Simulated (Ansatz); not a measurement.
GaSb: several calculations on one system

### Relaxation

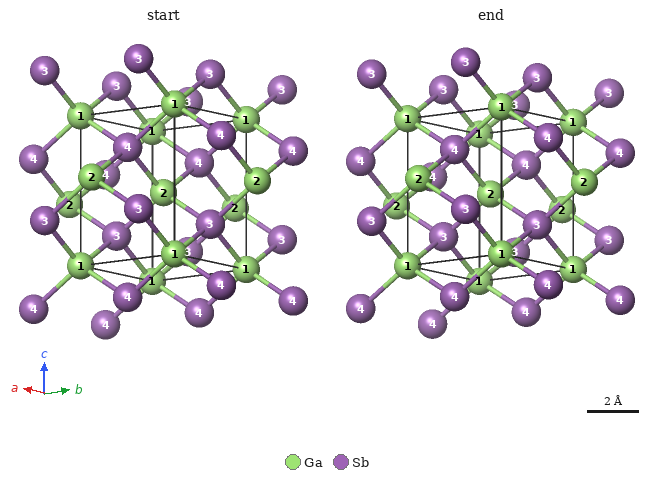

The structure of crystalline GaSb (set up in I-4m2) before (left) and after (right) a relaxation, at one scale.

The picture is a ball-and-stick view of the cell of the calculation, seen from a free direction.

Case: biaxial strain in the a-b plane of +6.0 %; c and atoms relaxed.

Method: Ansatz, DFT PBE, scalar-relativistic, plane waves, PAW. (plane-wave cutoff 420 eV; k-point mesh 10 × 10 × 8; occupations gaussian; smearing width 0.1 eV; no spin polarisation; cell relaxed at fixed a, b, gamma; force threshold 0.008 eV/Å; at most 40 steps)

Describe what moved and what it gained.

Answer. No atom moves by more than 0.005 Å relative to the cell. Cell: a = b unchanged at 4.659 Å, c 5.992 → 5.878 Å (−1.9 %). Volume −1.9 %. Among the contacts that change: Ga1–Sb3 2.769 → 2.754 Å. The space group stays I-4m2 (No. 119). After 2 accepted moves (3 points after the start) the energy has fallen by 1.8 meV per atom. All forces vanish by symmetry, so only the cell relaxes. Pressure: −2.99 GPa at the start and −2.42 GPa at the end. The SCF was repeated once at an unchanged geometry on a basis and grid sized afresh for the cell, which shifted the energy by 0.1 meV per atom at most.

### Relaxation

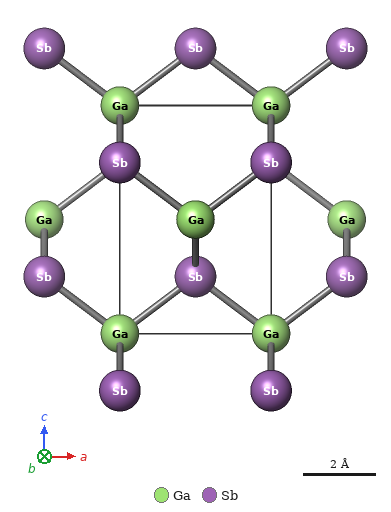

Starting structure of a crystal of GaSb (set up in I-4m2). The picture is a ball-and-stick view of the cell of the calculation, seen along the b axis.

Case: biaxial strain in the a-b plane of -4.0 %; c and atoms relaxed.

The calculation used DFT PBE, scalar-relativistic, plane waves, PAW in Ansatz 0.2.0.

The input:
```yaml
crystal:
  lattice:
    - [2.9834338647, 2.9834338647, 0.0]
    - [-2.9834338647, 2.9834338647, 0.0]
    - [0.0, 0.0, 6.3646589113]
  atoms:
    - { symbol: Ga, position: [0.0, 0.0, 0.0] }
    - { symbol: Ga, position: [0.5, 0.5, 0.5] }
    - { symbol: Sb, position: [0.5, 0.0, 0.25] }
    - { symbol: Sb, position: [0.0, 0.5, 0.75] }
basis:
  ecutwfc: 420
kpoints:
  mp_grid: { grid: [10, 10, 8] }
hamiltonian:
  xc: pbe
scf:
  occupations: { method: gaussian, width: 0.1 }
output:
  forces: true
  stress: true
  eigenvalues: true
relax:
  adjacent_minimum: "off"
  f_tol: 0.008
  max_steps: 40
  cell: { stress_tol: 0.015, fix: [a, b, gamma] }
```

### What does the optimiser find from here?

After 2 accepted moves (3 points after the start) the energy has fallen by 0.6 meV per atom. All forces vanish by symmetry, so only the cell relaxes. Pressure: 2.90 GPa at the start and 2.39 GPa at the end. At 1 point the geometry stayed and the basis and grid were re-selected for the new cell (energy shift of 0.1 meV per atom at most each time). The atoms keep their places relative to the cell (all moves are under 0.005 Å). The volume changes by +0.9 %, with a = b unchanged at 4.219 Å, c 6.365 → 6.420 Å (+0.9 %). Some distances before and after: Ga1–Sb3 2.642 → 2.651 Å. The space group stays I-4m2 (No. 119). The run took about 50 core-seconds on a shared host.

Step by step:

```json
{"step": "0", "E − E(0), meV/atom": "0.00", "pressure, GPa": "2.90", "volume, Å³/atom": "28.326", "note": ""}
{"step": "1", "E − E(0), meV/atom": "-0.47", "pressure, GPa": "2.24", "volume, Å³/atom": "28.654", "note": ""}
{"step": "2", "E − E(0), meV/atom": "-0.56", "pressure, GPa": "2.39", "volume, Å³/atom": "28.573", "note": ""}
{"step": "3", "E − E(0), meV/atom": "-0.61", "pressure, GPa": "2.39", "volume, Å³/atom": "28.573", "note": "same geometry, new basis"}
```

After the run, drawn alike:

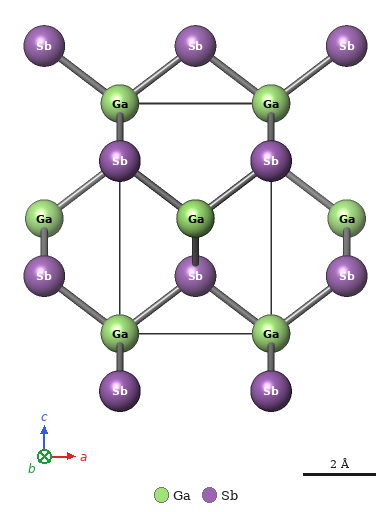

### A change

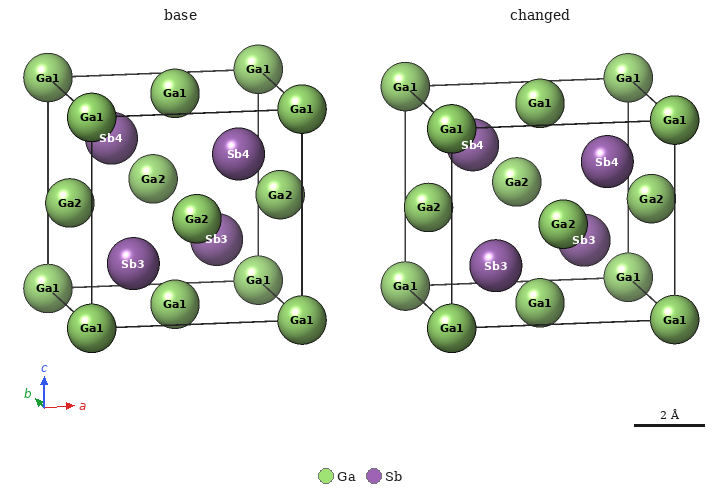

Left: crystalline GaSb (set up in F-43m). Right: the same structure after one change, at the same scale. A spheres-only model of the conventional cell (2 times the calculation's cell), seen slightly off an axis. Lengths and directions refer to the drawn axes.

The calculation used DFT PBE, scalar-relativistic, plane waves, PAW in Ansatz 0.2.0. Settings: plane-wave cutoff 420 eV; k-point mesh 10 × 10 × 8; occupations gaussian; smearing width 0.1 eV; no spin polarisation.

> What distinguishes the right structure from the left one?

Biaxial strain in the a–b plane, +6.0 %, is applied. The c axis and the atoms are relaxed.

> And its effect?

Energy change: +44.8 meV per atom. Pressure: 0.0 GPa before, −2.4 GPa after. The principal stresses (compression positive) are 0.0 GPa along c and −3.6 GPa across it. The volume changes by +6.3 %, with a = b 6.215 → 6.588 Å (+6.0 %), c 6.215 → 5.878 Å (−5.4 %). The atoms keep their places relative to the cell (all moves are under 0.005 Å). Near-neighbour distances before and after: Ga–Sb 2.691 → 2.754 Å. The space group (tolerance 0.01 Å) goes from F-43m (No. 216) to I-4m2 (No. 119).

### Series

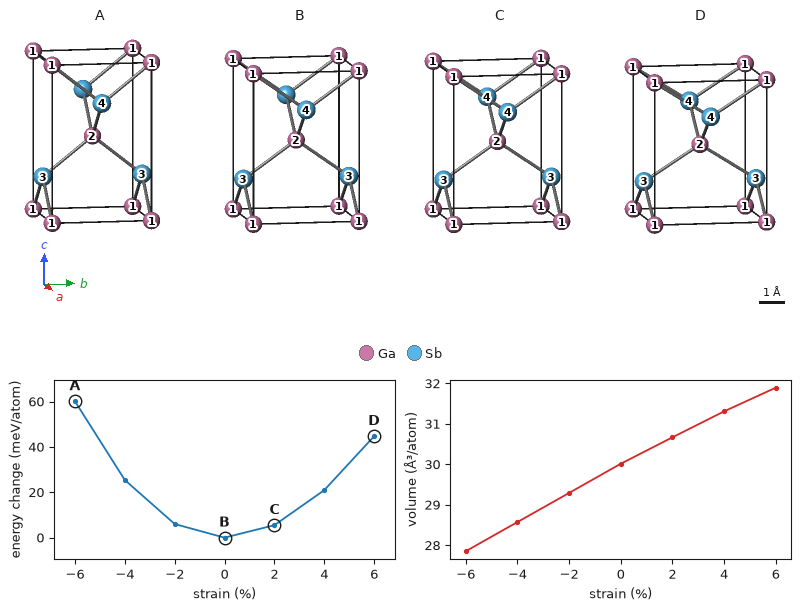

Members of a series of calculations on solid GaSb (set up in F-43m), marked on the first curve. A ball-and-stick model of the cell of the calculation, seen slightly off an axis.

Theory: DFT PBE, scalar-relativistic, plane waves, PAW in Ansatz 0.2.0. Settings: plane-wave cutoff 420 eV; k-point mesh 10 × 10 × 8; occupations gaussian; smearing width 0.1 eV; no spin polarisation.

Describe the series.

Answer. Biaxial strain in the a–b plane, c and atoms relaxed. A (strain −6.0 %): energy change 60.1 meV/atom, volume 27.85 Å³ per atom. B (strain 0.0 %): energy change 0.0 meV/atom, volume 30.01 Å³ per atom. C (strain 2.0 %): energy change 5.5 meV/atom, volume 30.67 Å³ per atom. D (strain 6.0 %): energy change 44.8 meV/atom, volume 31.90 Å³ per atom. The rest compares A with D. The drawn cell changes as follows: a = b 4.131 → 4.659 Å (+12.8 %), c 6.528 → 5.878 Å (−9.9 %); the volume changes by +14.5 %. Some distances before and after: Ga–Sb 2.632 → 2.754 Å.
